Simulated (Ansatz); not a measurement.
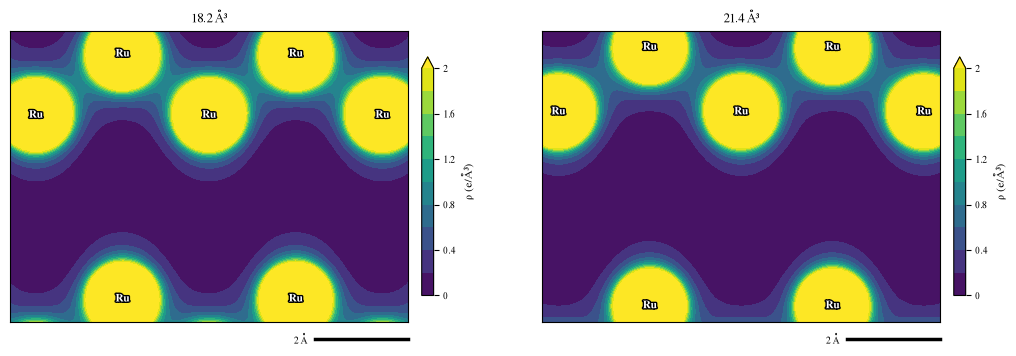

Ru. The valence pseudo-density of cells scaled evenly to different volumes (given per atom above each panel), on the (101̄) plane of each (indices in the axes of the cell below), at one length scale and on one colour scale.

A generated structure, not necessarily the stable one; the program warned that a starting moment wasn't kept; spin-polarised, but the moments vanished.

All numbers below come from Ansatz, DFT, r2SCAN, plane waves (500 eV) with PAW, scalar-relativistic.

The largest cell:

```
CELL_PARAMETERS angstrom
0.00000 2.77690 2.77690
2.77690 0.00000 2.77690
2.77690 2.77690 0.00000
ATOMIC_POSITIONS crystal
Ru 0.12500 0.12500 0.12500
Ru 0.87500 0.87500 0.87500
```

| volume (Å³/atom) | Ru–Ru contact in the plane (Å) | ρ at its midpoint (e/Å³) | pressure (GPa) | 
| --- | --- | --- | --- |
| 18.24 | 2.280 | 0.891 | 18.1 | 
| 19.83 | 2.344 | ? | ? | 
| 21.41 | 2.405 | 0.714 | −11.4 | 

Estimate the missing row, and compare with the calculation.

Answer. Over the known rows ln ρ falls by 1.77 per Å of Ru–Ru distance (the line through the two), which gives 0.795 e/Å³ at 2.344 Å; the calculation gives 0.795 e/Å³. For the pressure, a straight line in volume between the neighbouring rows gives 3.3 GPa; the calculation gives 0.1, lower because pressure rises ever faster on compression.
